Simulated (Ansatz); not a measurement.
WS2 and related structures: several calculations on one system

## 1. Relaxation

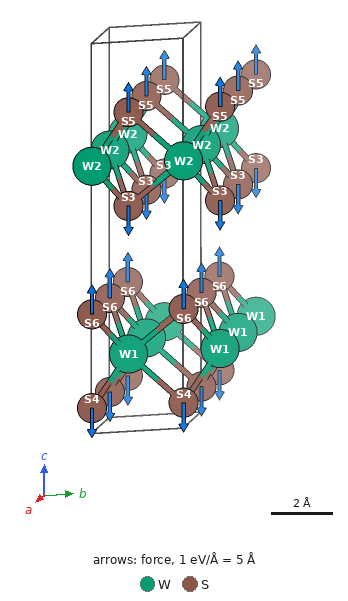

Starting geometry of a crystal of WS2 (set up in P6_3/mmc) with the computed forces as blue arrows. The picture is a ball-and-stick view of the cell of the calculation, repeated 3 × 2 × 1 with one cell outlined, seen slightly off an axis.

Computed with DFT PBE, scalar-relativistic, plane waves, PAW in Ansatz.

Input
```yaml
crystal:
  lattice:
    - [3.18422289, 0.0, 0.0]
    - [-1.59211145, 2.75761792, 0.0]
    - [0.0, 0.0, 12.97828236]
  atoms:
    - { symbol: W, position: [0.33333333, 0.66666667, 0.25] }
    - { symbol: W, position: [0.66666667, 0.33333333, 0.75] }
    - { symbol: S, position: [0.33333333, 0.66666667, 0.62980494] }
    - { symbol: S, position: [0.66666667, 0.33333333, 0.12980494] }
    - { symbol: S, position: [0.33333333, 0.66666667, 0.87019506] }
    - { symbol: S, position: [0.66666667, 0.33333333, 0.37019506] }
basis:
  ecutwfc: 420
kpoints:
  mp_grid: { grid: [12, 12, 2] }
hamiltonian:
  xc: pbe
scf:
  occupations: { method: gaussian, width: 0.02 }
output:
  forces: true
  stress: true
  eigenvalues: true
relax:
  adjacent_minimum: "off"
  f_tol: 0.005
  max_steps: 80
  cell: { stress_tol: 0.05 }
```

Command:
```bash
ansatz run input.yaml --threads 4 --pin off --max-ram 8192MiB --backend cpu --events-out ev --progress --plain --runs-dir out
```

**Is this structure relaxed? If not, where do the atoms go?**

It isn't relaxed: the largest force vector, on S atoms, is 0.20 eV/Å. Measured relative to the changing cell, the final displacements run against the starting forces (cosine between the two patterns −1.00). The largest moves relative to the cell, 0.22 Å, are those of S3, S4, S5 and S6. S3 goes along +c. W stays in place. The drawn cell changes as follows: a = b 3.184 → 3.188 Å (+0.1 %), c 12.978 → 14.871 Å (+14.6 %); the volume changes by +14.8 %. Among the contacts that change: W1–S4 2.411 → 2.420 Å. The space group stays P6_3/mmc (No. 194). Over 10 accepted moves (12 points after the start) the energy falls by 39.4 meV per cell of the calculation. Largest force component: 0.2 eV/Å at the start, under 0.0001 eV/Å at the end. Pressure: 1.76 GPa at the start and 0.00 GPa at the end. At 2 points the geometry stayed and the basis and grid were re-selected for the new cell (energy shift of 3.6 meV per cell of the calculation at most each time).

## 2. Relaxation

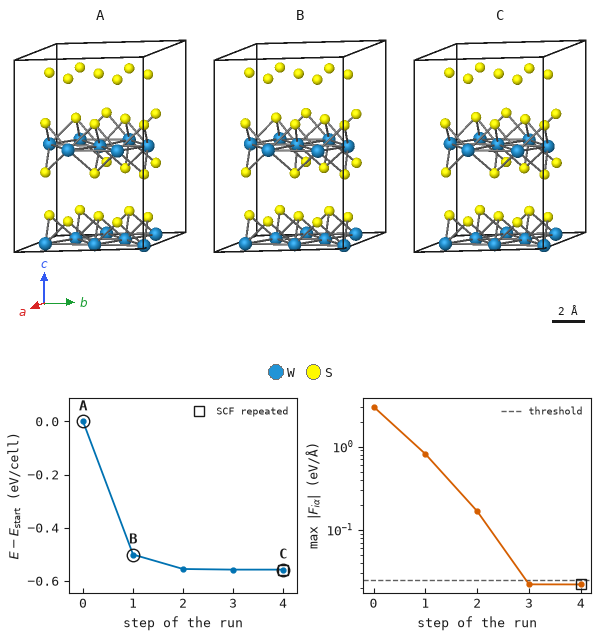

Frames of a relaxation of a defect cell of composition W₁₄S₂₇, marked on the history of the run. The picture is a ball-and-stick view of the cell of the calculation (origin shifted), seen slightly off an axis.

Case: S vacancy (site f), charge +0, atoms relaxed at the host's cell.

The calculation used DFT LDA, scalar-relativistic, plane waves, PAW (Ansatz). Settings: plane-wave cutoff 420 eV; k-point mesh 2 × 2 × 2; occupations gaussian; smearing width 0.01 eV; no spin polarisation; atoms relaxed in a fixed cell; force threshold 0.025 eV/Å; at most 45 steps.

Question: What happens along the run?

Answer: After 3 accepted moves (4 points after the start) the energy has fallen by 0.557 eV per cell of the calculation. Largest force component: 3 eV/Å at the start, 0.022 eV/Å at the end. 1 step only repeated the SCF at the same geometry. A W atom moves most: 0.17 Å roughly along [−1 −3 2]. Largest moves by element: W 0.17 Å, S 0.07 Å. The cell doesn't change. Near-neighbour distances that change, for instance: W–W 3.192 → 3.016 Å, W–W 3.163 → 3.016 Å, W–W 3.049 → 3.184 Å, S–W 2.258 → 2.386 Å. Bond angles that change, for instance: W–S–W 79.5° → 83.8°, W–S–W 79.9° → 83.9°, W–S–W 80.5° → 83.8°. Cost: 5.2 min on 4 threads of AMD EPYC (Zen 3), on a shared host, peak memory 3.5 GiB. From step 0 to 1: a W atom moves most (0.19 Å), energy −0.501 eV per cell of the calculation. From step 1 to 4: an S atom moves most (0.04 Å), energy −56.7 meV per cell of the calculation.

Limits of the set-up: the periodic images lie only 8.3 Å apart, so the values are limited by the cell's size.

## 3. Defect

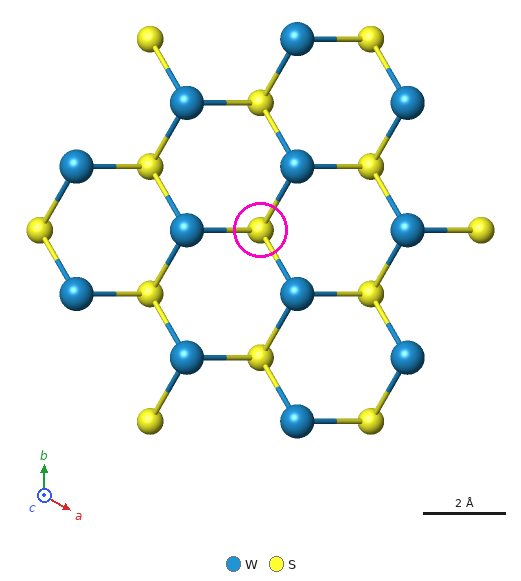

Perfect WS₂. The picture is a ball-and-stick view of the atoms within 6.0 Å of one point, in a slice 4.2 Å thick across the line of sight, seen along the c axis.

Computed with DFT LDA, scalar-relativistic, plane waves, PAW in Ansatz 0.2.0. Set-up: plane-wave cutoff 420 eV; k-point mesh 2 × 2 × 2; occupations gaussian; smearing width 0.01 eV; no spin polarisation. The cell is small and the k-mesh coarse, so the numbers are rough. The axes drawn are those of the host's conventional cell.

A sulfur atom is taken out (a vacancy) at the ringed place, in charge state 0. The supercell has 42 sites, and the atoms are relaxed at the host's cell.

**How do the neighbours respond?**

Around the empty S site the host had 3 W at 2.39 Å; after relaxation the nearest atoms are 3 W at 2.35 Å. Of the host's atoms, a sulfur atom moves furthest from its site, by 0.07 Å.

The relaxed defect, seen from the same direction:

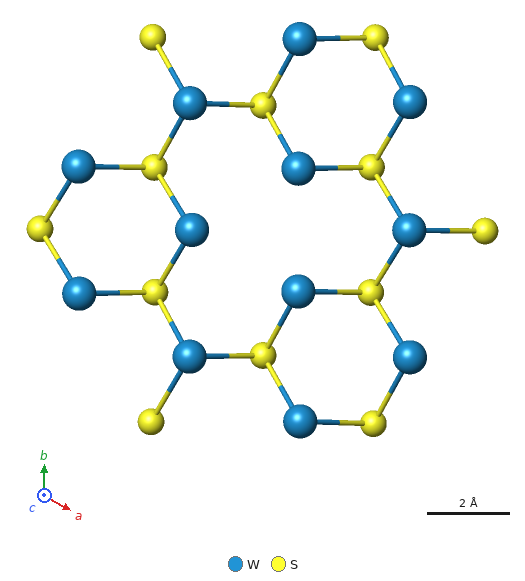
